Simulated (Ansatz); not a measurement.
**Band-structure calculation of Al₅Cu**

- system: Al₅Cu (P-3m1, 6 atoms in the cell)
- method: DFT r2SCAN, scalar-relativistic, plane waves, PAW, no spin polarisation (Ansatz 0.2.0)

The structure was made by a generator, so it may or may not be a known phase. Figures and captions count atoms from 1; the log counts them from 0 in places.

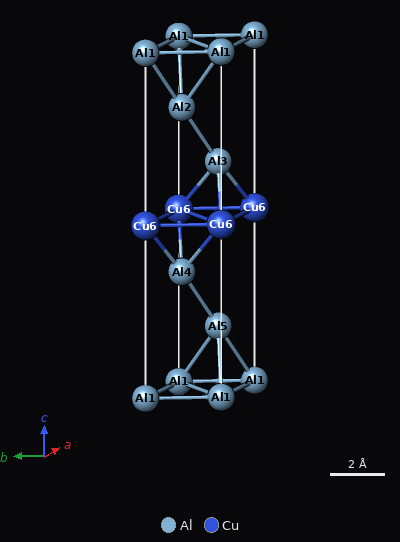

Fig. 1: The input geometry (ball-and-stick view of the cell of the calculation, seen at an oblique angle; atoms are numbered from 1 in the order of the input). An atom can appear more than once, as a periodic image.

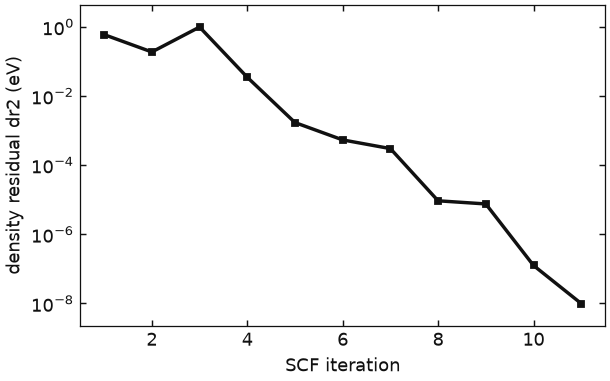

Fig. 2: Convergence of the self-consistent field: density residual dr2 against the SCF iteration. The residual comes down, with one marked jump up, by a factor of about 5, at step 3.

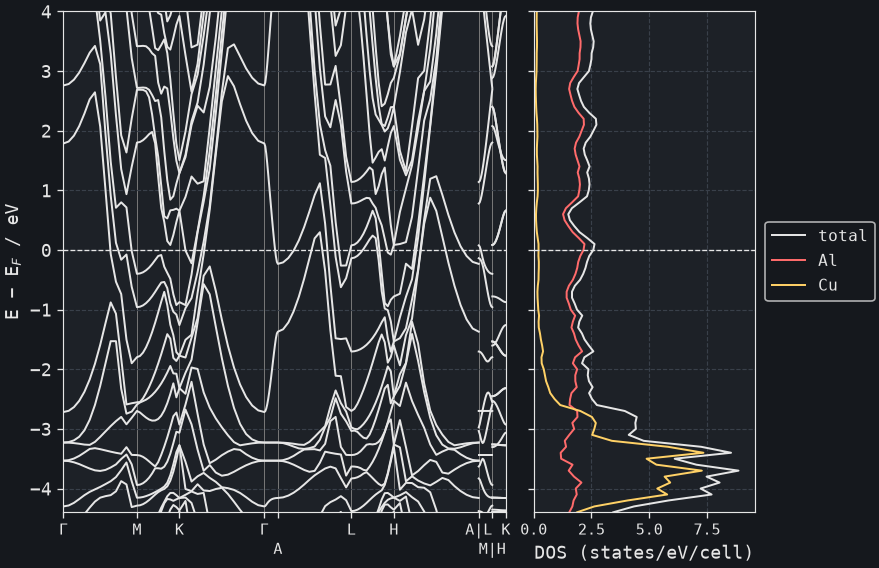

Fig. 3: Band structure along Γ–M–K–Γ–A–L–H–A|L–M|H–K and density of states (projected on Löwdin-orthogonalised atomic shells), with energies from the Fermi level. Bands cross the Fermi level: a metal at this level of theory.

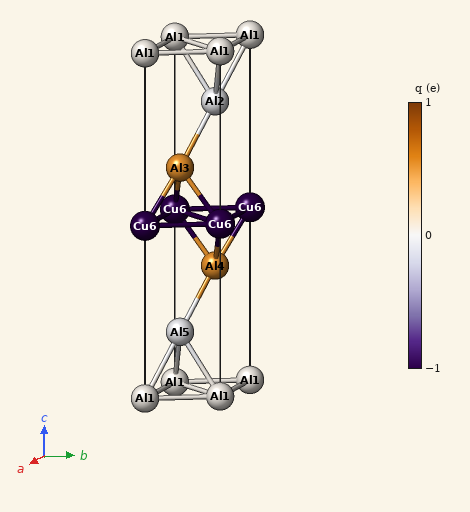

Fig. 4: Bader charges, as the colour of each atom (ball-and-stick view of the cell of the calculation, seen slightly off an axis; atoms are numbered from 1 in the order of the input). By element: Al −0.04 to +0.52 and Cu −1.00 e.

These pictures come from the run below.

## Input file
```yaml
crystal:
  lattice:
    - [2.8445970699, -2.89e-08, 0.0]
    - [-1.42229851, 2.4634933405, 0.0]
    - [0.0, 0.0, 13.3656923]
  atoms:
    - { symbol: Al, position: [0.0, 0.0, 0.0] }
    - { symbol: Al, position: [0.3333333333, 0.6666666667, 0.825147] }
    - { symbol: Al, position: [0.6666666667, 0.3333333333, 0.650792] }
    - { symbol: Al, position: [0.3333333333, 0.6666666667, 0.349208] }
    - { symbol: Al, position: [0.6666666667, 0.3333333333, 0.174853] }
    - { symbol: Cu, position: [0.0, 0.0, 0.5] }
basis:
  ecutwfc: 500
kpoints:
  mp_grid: { grid: [18, 18, 4] }
  band_path:
    path:
      - [[0.0, 0.0, 0.0], [0.5, 0.0, 0.0], [0.33333333, 0.33333333, 0.0], [0.0, 0.0, 0.0], [0.0, 0.0, 0.5], [0.5, 0.0, 0.5], [0.33333333, 0.33333333, 0.5], [0.0, 0.0, 0.5]]
      - [[0.5, 0.0, 0.5], [0.5, 0.0, 0.0]]
      - [[0.33333333, 0.33333333, 0.5], [0.33333333, 0.33333333, 0.0]]
    npoints: 14
hamiltonian:
  xc: r2scan
scf:
  occupations: { method: gaussian, width: 0.1 }
  n_extra_bands: 15
output:
  forces: true
  stress: true
  eigenvalues: true
  populations: true
  dos: { projected: true, de: 0.02, nscf_kmesh: { grid: [22, 22, 5] } }
  bader: true
```

Run as:
```bash
ansatz run input.yaml --threads 4 --pin off --max-ram 8192MiB --backend cpu --events-out ev --progress --plain --runs-dir out
```

## Log
```
scf.n_extra_bands = 15 over 17 filled bands (N_el = 34.0): the run solves 32 bands
Engine: ansatz 0.2.0, aarch64-unknown-linux-gnu
Pseudopotentials: kind: paw
Pseudopotential: Al, paw, valence charge 3, recommended cutoff 500 eV (meta_gga), Al.paw.azcp
Pseudopotential: Cu, paw, valence charge 19, recommended cutoff 500 eV (meta_gga), Cu.paw.azcp
Functional definition: r2SCAN
  parameter k0 = 0.174
  parameter k1 = 0.065
  parameter a1 = 4.9479
  exchange = r2scan_x(k0 = k0, k1 = k1, a1 = a1)
  correlation = r2scan_c
Crystal: 6 atoms, lattice volume = 93.662 Å³
Basis set: ecut = 500 eV, 2353 PW (Γ), exchange–correlation on 96×96×400 points (64 copies of the dense FFT grid, shifted against one another)
Bands: 32, of which v1, the nominal top of the filled ones, is band 17 counted from 1 (16 counted from 0)
Symmetry: 12 space group operations
Space group: P-3m1 (ITA 164), of the structure as read, at distance tolerance 4.5e-5 Å
k-points: 138 of 1296
Non-local potential: Al, projectors of the file, l = 0: 2, l = 1: 2, l = 2: 1
Non-local potential: Cu, projectors of the file, l = 0: 3, l = 1: 2, l = 2: 3, l = 3: 1
PAW form: soft (Blöchl's): semilocal exchange-correlation on the pseudo side does not see the compensation charge
PAW frozen core: Al, regenerated for the run's functional (the file was generated under x = pbe(κ = 0.804, μ = 0.2195149727645171), c = pbe(β = 0.06672455060314922))
PAW frozen core: Cu, regenerated for the run's functional (the file was generated under x = pbe(κ = 0.804, μ = 0.2195149727645171), c = pbe(β = 0.06672455060314922))
PAW one-centre angular grid: Al, 302 points (default); XC on 160 Gauss nodes
PAW one-centre angular grid: Cu, 590 points (default); XC on 160 Gauss nodes
Initial density: superposition of atomic densities (neutral atoms: chi_scale 0, normalization atom), corrected by the library's trained network
Initial wavefunctions: pseudopotential atomic-orbital guess
Functional: x = r2scan, c = r2scan; τ floored in thin density (d = 2e-4 eV/Å³)
SCF iter   1: F=—  HF=-9333.469161 eV  |F-HF|=—  |Δ(HF+E_count)|=         —  Δρ=2.02e-2  dr2=5.94e-1  dr2_τ=2.28e-2  ethr=1.77e-3  ⟨swp⟩=6.7  Hψ=24593  notcnv=0  defer=307
preconditioner: auto → none  [metal: Δε(μ)=0.014 eV  Ē_g=10.609 eV  σ=0.100 eV  W_gap=0.08  n_scr=8 (ndim 8)  ℏωp=19.6 eV  f_vac=0.000  D(μ)=2.50/eV (n_scr^D=8)  sad-step TF]
SCF iter   2: F=—  HF=-9333.514175 eV  |F-HF|=—  |Δ(HF+E_count)|=   4.50e-2  Δρ=1.88e-2  dr2=1.87e-1  dr2_τ=1.51e-3  ethr=1.75e-3  ⟨swp⟩=2.0  Hψ=7591  notcnv=0  defer=1135
SCF iter   3: F=—  HF=-9333.513064 eV  |F-HF|=—  |Δ(HF+E_count)|=   1.11e-3  Δρ=9.24e-3  dr2=9.84e-1  dr2_τ=9.04e-4  ethr=5.51e-4  ⟨swp⟩=2.1  Hψ=5655  notcnv=0  defer=1133  recentre
SCF iter   4: F=—  HF=-9333.466822 eV  |F-HF|=—  |Δ(HF+E_count)|=   4.62e-2  Δρ=2.65e-3  dr2=3.47e-2  dr2_τ=3.54e-5  ethr=5.51e-4  ⟨swp⟩=1.6  Hψ=4650  notcnv=0  defer=1131
SCF iter   5: F=—  HF=-9333.462638 eV  |F-HF|=—  |Δ(HF+E_count)|=   4.18e-3  Δρ=9.52e-4  dr2=1.70e-3  dr2_τ=2.03e-5  ethr=1.02e-4  ⟨swp⟩=1.3  Hψ=4779  notcnv=0  defer=1127
SCF iter   6: F=—  HF=-9333.462533 eV  |F-HF|=—  |Δ(HF+E_count)|=   1.05e-4  Δρ=5.86e-4  dr2=5.35e-4  dr2_τ=1.34e-6  ethr=5.00e-6  ⟨swp⟩=2.3  Hψ=4241  notcnv=0  defer=1127
SCF iter   7: F=—  HF=-9333.462621 eV  |F-HF|=—  |Δ(HF+E_count)|=   8.75e-5  Δρ=3.59e-4  dr2=3.00e-4  dr2_τ=1.65e-6  ethr=1.57e-6  ⟨swp⟩=2.4  Hψ=4724  notcnv=0  defer=1127
SCF iter   8: F=—  HF=-9333.462600 eV  |F-HF|=—  |Δ(HF+E_count)|=   2.03e-5  Δρ=7.70e-5  dr2=9.27e-6  dr2_τ=3.25e-8  ethr=8.83e-7  ⟨swp⟩=1.0  Hψ=3311  notcnv=0  defer=1127
SCF iter   9: F=—  HF=-9333.462606 eV  |F-HF|=—  |Δ(HF+E_count)|=   5.37e-6  Δρ=5.54e-5  dr2=7.52e-6  dr2_τ=1.06e-8  ethr=2.73e-8  ⟨swp⟩=2.4  Hψ=4804  notcnv=0  defer=1127
SCF iter  10: F=—  HF=-9333.462605 eV  |F-HF|=—  |Δ(HF+E_count)|=   3.38e-7  Δρ=9.68e-6  dr2=1.25e-7  dr2_τ=5.99e-10  ethr=2.21e-8  ⟨swp⟩=1.0  Hψ=3283  notcnv=0  defer=1127
SCF iter  11: F=-9333.462605 eV  HF=-9333.462605 eV  |F-HF|=7.81e-9  |Δ(HF+E_count)|=   2.68e-8  Δρ=2.58e-6  dr2=9.90e-9  dr2_τ=2.66e-11  ethr=2.94e-10  ⟨swp⟩=10.5  Hψ=22724  notcnv=0
SCF 1 converged in 11 iterations: F = -9333.462605 eV  dr2 = 9.90e-9
  greatest PAW one-centre occupation: 1.000 electrons in one spin orbital (limit 2), on the Cu atom at site 5 (counted from 0), in its partial waves of l = 0
NSCF: frozen V_eff on 129 k-points
NSCF: frozen V_eff on 236 k-points
SCF converged after 11 iterations
Free energy (F): -9333.462605 eV
Harris-Foulkes:  -9333.462605 eV  (|F-HF|=7.81e-9)
Internal energy: -9333.450056 eV  (E = F + TS)
E sigma→0 (E₀):  -9333.456331 eV
Entropy (-TS):   -0.012549 eV (-2.092 meV/atom)
Fermi energy:    9.148716 eV
--- Per-component energies (eV) ---
  E_band       = -473.670540
  E_kinetic    = 414.901547
  E_local      = -11063.874806  (includes V_loc(G=0)·N_el)
  E_nonlocal   = 441.942444
  E_hartree    = 5252.772020
  E_xc         = -267.312895
  E_vxc        = -280.690037  (∫ρ·V_xc dr)
  E_paw        = -4042.840026  (= ΣΔE_a)
  E_vpaw       = -506.817991  (= ΣTr[D̂ρ^β])
  E_aug_tail   = 0.000139  (compensation charges beyond the density's cutoff)
  E_vtau       = 15.310241  (kinetic-family band-sum trace: ∫τ·v_τ [+ j·A + Jᵃ·Aᵃ] dr)
  E_ewald      = -68.436830
  E_core_change = -0.601648  (= ΣΔE_core)
  E_smearing   = -0.012549  (= −TS)
  E_closure    = -0.000000  (closes the sum)
  Σ components = -9333.462605   (vs F -9333.462605, Δ=0.00e0)
--- Forces (eV/Å), atoms counted from 1 ---
  atom   1  Al    -0.00000000     0.00000000     0.00000000
  atom   2  Al     0.00000000     0.00000000     0.01372060
  atom   3  Al    -0.00000000     0.00000000    -0.03816107
  atom   4  Al     0.00000000    -0.00000000     0.03816107
  atom   5  Al     0.00000000    -0.00000000    -0.01372060
  atom   6  Cu     0.00000000    -0.00000000     0.00000000
  max |Σ_I F_I| component: 3.47e-18 eV/Å
--- Stress (GPa, compression-positive) ---
       -3.197865      -0.000000       0.000000
       -0.000000      -3.197865       0.000000
        0.000000       0.000000      -2.940543
  P = ⅓ Tr σ = -3.1121 GPa (-31.121 kbar)
--- Band table (eV; the first three rows and the last of 138) ---
  k-point 0: bands = ["-107.9972", "-63.9081", "-63.7528", "-63.7528", "-2.6136", "-1.8664", "-1.4642", "0.7627", "1.2187", "4.4660", "4.8489", "5.6156", "5.6156", "5.9199", "5.9199", "6.4315", "10.9344", "11.9076", "18.0074", "18.8684", "20.9048", "20.9048", "20.9537", "20.9537", "21.4836", "21.4836", "21.5112", "21.5112", "22.0919", "22.0919", "22.1462", "22.1462"]
  k-point 1: bands = ["-107.9972", "-63.9081", "-63.7528", "-63.7528", "-2.5719", "-2.0733", "-1.1523", "0.1822", "1.9029", "3.8313", "4.9629", "5.6156", "5.6156", "5.9199", "5.9199", "7.0091", "9.8583", "13.0939", "16.6121", "20.2135", "20.9405", "20.9405", "20.9563", "20.9563", "21.3461", "21.3461", "21.5139", "21.5139", "22.1275", "22.1275", "22.3439", "22.3439"]
  k-point 2: bands = ["-107.9972", "-63.9081", "-63.7528", "-63.7528", "-2.5063", "-2.2315", "-0.7707", "-0.3076", "2.7501", "2.9594", "4.9902", "5.6156", "5.6156", "5.9199", "5.9199", "7.7788", "8.9161", "14.3875", "15.2484", "20.9567", "20.9567", "20.9993", "20.9993", "21.2244", "21.2244", "21.2365", "21.5050", "21.5050", "22.1471", "22.1471", "22.6766", "22.6766"]
  k-point 137: bands = ["-107.9952", "-63.9052", "-63.7688", "-63.7688", "4.7549", "4.7549", "4.7941", "4.9964", "4.9964", "5.8433", "5.8880", "5.8880", "6.6188", "6.6972", "6.6972", "7.5457", "7.6146", "7.6146", "8.3701", "9.2340", "9.2340", "11.2267", "11.5486", "11.5486", "12.0337", "12.2254", "12.2254", "15.9801", "15.9801", "16.5215", "16.6447", "17.5445"]
--- Löwdin populations: 6 sites ---
  site symbol       q [e]
     0     Al      2.9428
     1     Al      2.9589
     2     Al      3.1969
     3     Al      3.1969
     4     Al      2.9589
     5     Cu     18.3948
  spilling = 0.010320 (of n_electrons = 34.000000)
--- Bader charges: 6 sites ---
  site symbol  charge [e]  shift [e]
     0     Al      0.0376     0.0000
     1     Al     -0.0447     0.0000
     2     Al      0.5245     0.0009
     3     Al      0.5245     0.0009
     4     Al     -0.0447     0.0000
     5     Cu     -0.9973     0.0019
  estimated error of the sums over rays = 4.0e-4 e
```

## File bader_charges.tsv
```
# site	symbol	x_ang	y_ang	z_ang	partial_charge_e	electrons	volume_ang3	relative_density_drop	shared_charge_e	partial_wave_shift_e
# quadrature_error_electrons = 4.0e-4
0	Al	0.0000	0.0000	0.0000	0.03759	12.96241	16.18	-	0.03759	0.00000
1	Al	0.0000	1.6423	11.0287	-0.04466	13.04466	16.58	-	-0.04466	0.00000
2	Al	1.4223	0.8212	8.6983	0.52450	12.47550	13.43	-	0.52450	0.00094
3	Al	0.0000	1.6423	4.6674	0.52450	12.47550	13.43	-	0.52450	0.00094
4	Al	1.4223	0.8212	2.3370	-0.04467	13.04467	16.58	-	-0.04467	0.00000
5	Cu	0.0000	0.0000	6.6828	-0.99725	29.99725	17.46	-	-0.99725	0.00187
```

## File populations.tsv
```
# site	symbol	l	j	q
# orbitals = lowdin
# n_electrons = 34.000000
# spilling = 0.010320
0	Al	0_3S	-	0.877105
0	Al	1_3P	-	2.065727
1	Al	0_3S	-	0.877276
1	Al	1_3P	-	2.081602
2	Al	0_3S	-	0.925406
2	Al	1_3P	-	2.271452
3	Al	0_3S	-	0.925406
3	Al	1_3P	-	2.271452
4	Al	0_3S	-	0.877276
4	Al	1_3P	-	2.081602
5	Cu	0_3S	-	1.988289
5	Cu	0_4S	-	0.676183
5	Cu	1_3P	-	5.996481
5	Cu	2_3D	-	9.733875
```

## Results in brief

- outcome: converged
- space group (tolerance 0.01 Å): P-3m1 (164)
- electrons treated: 34
- free energy: −9333.4626 eV
- Fermi energy: 9.149 eV
- gap on the k-point mesh: none (metallic)
- pressure: −3.11 GPa
- largest force (length of the vector): 0.038 eV/Å
- hardware: 4 threads of Arm Neoverse V2, 240 GiB of memory available, shared host
- wall time: 39 s (CPU time 2.6 min)
- peak memory: 0.98 GiB
